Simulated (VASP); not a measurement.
**Two runs on Nb**

System: Nb (slab, 7 atoms in the cell).
Method of the first run: Kohn-Sham DFT of a periodic cell, RPBE, VASP PAW PBE potentials, recommended, no spin polarisation (VASP 6.6.1).

The structure derives from an entry of the Crystallography Open Database. 

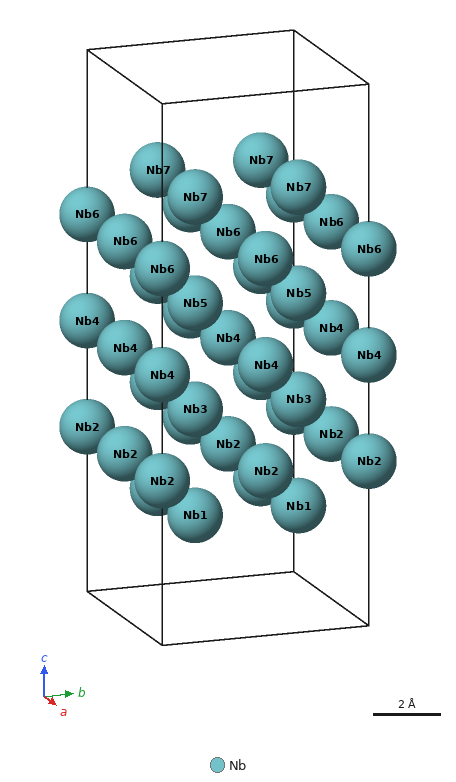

Figure 1. The input geometry (spheres-only view of the 2 × 2 repeat of the cell, with the vacuum cut short, seen slightly off an axis; atoms are numbered from 1 in the order of the input).

## INCAR, the first run
```
PREC = Accurate
ENCUT = 520
EDIFF = 1E-6
ISMEAR = -1
SIGMA = 0.05
LREAL = False
LASPH = True
NELM = 100
ALGO = Normal
ISIF = 2
LWAVE = False
LCHARG = False
LDIPOL = True
IDIPOL = 3
DIPOL = 0.5 0.5 0.500
GGA = RP
IBRION = 2
NSW = 60
EDIFFG = -0.005
```

## KPOINTS, the first run
```
regular mesh
0
Gamma
  6 6 1
```

## POSCAR, the first run
```
Nb
1.0
    3.3279000000      0.0000000000      0.0000000000
    0.0000000000      3.3279000000      0.0000000000
    0.0000000000      0.0000000000     24.9837000000
Nb
7
Selective dynamics
Direct
    0.5000000000      0.5000000000      0.3001957276  F F F
    0.0000000000      0.0000000000      0.3667971517  F F F
    0.5000000000      0.5000000000      0.4333985759  F F F
    0.0000000000      0.0000000000      0.5000000000  T T T
    0.5000000000      0.5000000000      0.5666014241  T T T
    0.0000000000      0.0000000000      0.6332028483  T T T
    0.5000000000      0.5000000000      0.6998042724  T T T
```

Command:
```bash
cat potpaw_PBE.64/Nb_sv/POTCAR > POTCAR
mpirun -np 1 vasp_std > vasp.out
```

Hardware: 1 thread of Intel Xeon (Granite Rapids), 64 GiB of memory available, shared host.

## OSZICAR and lines of OUTCAR (the first run)
```
N       E                     dE             d eps       ncg     rms          rms(c)
DAV:   1     0.114310917255E+04    0.11431E+04   -0.51067E+04  1336   0.159E+03
DAV:   2     0.328054081317E+02   -0.11103E+04   -0.10884E+04  1356   0.663E+02
DAV:   3    -0.625780145342E+02   -0.95383E+02   -0.93557E+02  1760   0.130E+02
DAV:   4    -0.720253776424E+02   -0.94474E+01   -0.93231E+01  1872   0.374E+01
DAV:   5    -0.730613894728E+02   -0.10360E+01   -0.10301E+01  1816   0.103E+01    0.187E+01
DAV:   6    -0.107101909873E+03   -0.34041E+02   -0.27393E+02  1672   0.532E+01    0.291E+01
DAV:   7    -0.649328379183E+02    0.42169E+02   -0.22619E+02  1680   0.458E+01    0.763E+00
[...]
DAV:   1    -0.647898894243E+02    0.60599E-03   -0.16006E-01  1184   0.240E+00    0.597E-02
DAV:   2    -0.647939225492E+02   -0.40331E-02   -0.29379E-02  1448   0.812E-01    0.251E-01
DAV:   3    -0.647912636042E+02    0.26589E-02   -0.33543E-02  1584   0.695E-01    0.125E-01
DAV:   4    -0.647906225370E+02    0.64107E-03   -0.37541E-03  1772   0.260E-01    0.465E-02
DAV:   5    -0.647906172539E+02    0.52831E-05   -0.19197E-04  1664   0.750E-02    0.360E-02
DAV:   6    -0.647906202987E+02   -0.30448E-05   -0.11959E-04  1720   0.596E-02    0.285E-02
DAV:   7    -0.647906071973E+02    0.13101E-04   -0.12843E-04  1704   0.732E-02    0.979E-03
DAV:   8    -0.647906062083E+02    0.98899E-06   -0.27019E-05  1808   0.300E-02    0.599E-03
DAV:   9    -0.647906058743E+02    0.33397E-06   -0.17745E-06   808   0.114E-02
  16 F= -.64790606E+02 E0= -.64751810E+02  d E =-.217375E-03
[... from OUTCAR:]
  free energy    TOTEN  =       -64.79060587 eV
  energy without entropy =      -64.71301362  energy(sigma->0) =      -64.75180975
 E-fermi :   3.4656     XC(G=0):  -6.6553     alpha+bet : -8.7757
  free  energy   TOTEN  =       -64.7906058743 eV
  energy  without entropy=      -64.7130136237  energy(sigma->0) =      -64.75180975
```

The second run used a changed input.

## The two runs side by side

```csv
quantity,the first run,the second run
outcome,converged,converged
free energy per atom (eV),−9.2558,−9.7361
"energy per atom, smearing taken to zero (eV)",−9.2503,−9.7305
gap on the mesh (eV),0.00,0.00
largest force (eV/Å),1.128,1.298
SCF iterations,190,207
irreducible k-points,10,10
```

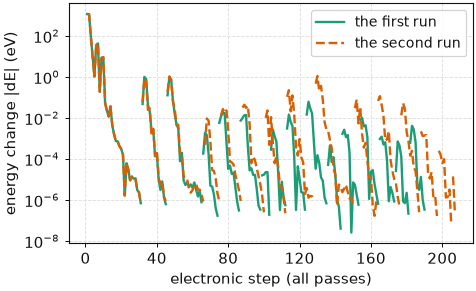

Figure 2. Convergence of the two runs: energy change |dE| against the electronic step. A break in a curve parts two SCF passes. The first run takes 190 steps in all, and the second run takes 207.

Which change of the input explains these differences?

The change (lines with − go, lines with + come):
```diff
+IVDW = 13
```

The total energies belong to different models, so their difference says nothing on which is more stable or more accurate. The largest force goes from 1.128 to 1.298 eV/Å. The SCF takes 207 iterations over all geometry steps against 190.

## OSZICAR and lines of OUTCAR (the second run)
```
N       E                     dE             d eps       ncg     rms          rms(c)
DAV:   1     0.114310917255E+04    0.11431E+04   -0.51067E+04  1336   0.159E+03
DAV:   2     0.328054081317E+02   -0.11103E+04   -0.10884E+04  1356   0.663E+02
DAV:   3    -0.625780145342E+02   -0.95383E+02   -0.93557E+02  1760   0.130E+02
DAV:   4    -0.720253776424E+02   -0.94474E+01   -0.93231E+01  1872   0.374E+01
DAV:   5    -0.730613894728E+02   -0.10360E+01   -0.10301E+01  1816   0.103E+01    0.187E+01
DAV:   6    -0.107101909873E+03   -0.34041E+02   -0.27393E+02  1672   0.532E+01    0.291E+01
DAV:   7    -0.649328379183E+02    0.42169E+02   -0.22619E+02  1680   0.458E+01    0.763E+00
[...]
DAV:   4    -0.647753760371E+02    0.95481E-04   -0.60006E-04  1736   0.871E-02    0.164E-02
DAV:   5    -0.647753747363E+02    0.13008E-05   -0.33362E-05  1512   0.293E-02    0.129E-02
DAV:   6    -0.647753761030E+02   -0.13667E-05   -0.30497E-05  1352   0.309E-02    0.120E-02
DAV:   7    -0.647753729651E+02    0.31379E-05   -0.18863E-05  1328   0.259E-02    0.356E-03
DAV:   8    -0.647753728977E+02    0.67390E-07   -0.38522E-06  1048   0.120E-02
  14 F= -.68152591E+02 E0= -.68113753E+02  d E =-.923376E-04
       N       E                     dE             d eps       ncg     rms          rms(c)
DAV:   1    -0.647753867879E+02   -0.13823E-04   -0.42821E-05  1248   0.407E-02    0.166E-03
DAV:   2    -0.647753870599E+02   -0.27204E-06   -0.33249E-06  1020   0.118E-02
  15 F= -.68152591E+02 E0= -.68113750E+02  d E =-.923448E-04
[... from OUTCAR:]
  free energy    TOTEN  =       -64.77538706 eV
  energy without entropy =      -64.69770532  energy(sigma->0) =      -64.73654619
 E-fermi :   3.4614     XC(G=0):  -6.6242     alpha+bet : -8.7760
  free  energy   TOTEN  =       -68.1525908629 eV
  energy  without entropy=      -68.0749091245  energy(sigma->0) =      -68.11374999
```
